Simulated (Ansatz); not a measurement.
BeS

```xyz
8
Lattice="4.7845 0.0000 0.0000 0.0000 0.0000 -4.7845 0.0000 4.7845 0.0000" Properties=species:S:1:pos:R:3 pbc="T T T"
Be    2.3922    0.0000   -2.3922
Be    0.0000    2.3922   -2.3922
Be    0.0000    0.0000    0.0000
Be    2.3922    2.3922    0.0000
S     3.5883    1.1961   -3.5883
S     1.1961    3.5883   -3.5883
S     1.1961    1.1961   -1.1961
S     3.5883    3.5883   -1.1961
```

Space group F-43m; computed pressure about 6 GPa in this cell.

Computed with DFT, PBE, PAW with Ansatz's default frozen-core files, scalar-relativistic in Ansatz.

Core electrons are frozen (PAW), and the valence fields are smoothed inside the atomic spheres.

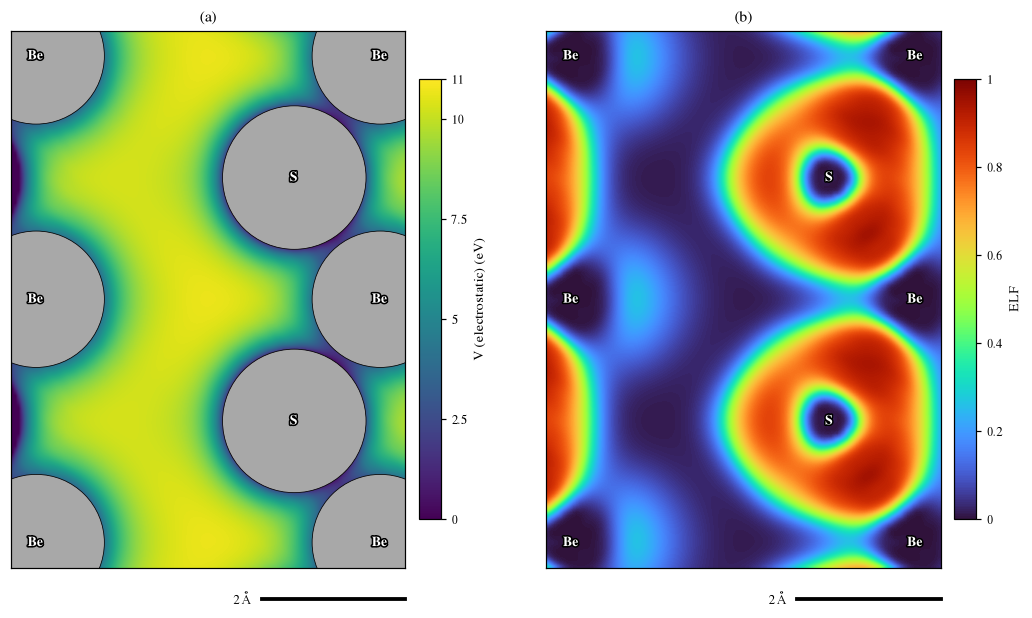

Figure 1. (a) electrostatic potential (local pseudopotential plus Hartree) felt by an electron; (b) electron localisation function on the (011) plane of the conventional cell. Grey discs cover the atomic cores in the potential map.

**What do the fields say about this system?**

The plane passes through Be and S nuclei.
Be–S (2.07 Å): the ELF peaks at about 0.95 between the atoms (a shared but strongly polarised pair).
Outside the cores the potential energy rises away from the atoms and is highest about 2.1 Å from the nearest atoms; its zero is arbitrary.

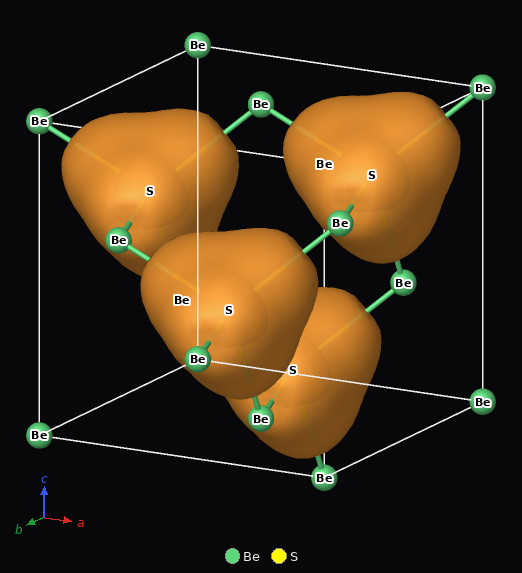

Figure 2. Isosurface of the ELF at 0.7 (orange), seen at an oblique angle. Only the valence region is drawn (cores and ρ < 0.01 e/Å³ removed). Sticks mark near contacts.

**Where are the electrons localised?**

The surface consists of four regions wrapped around S (the valence shell of each), counted in one cell of 8 atoms. Regions shared between cells count once.

**Does the calculation make it a metal, or give it a gap?**

It is gapped, with a Kohn–Sham gap of 3.1 eV on the k-point mesh, an upper bound to the gap of this method.
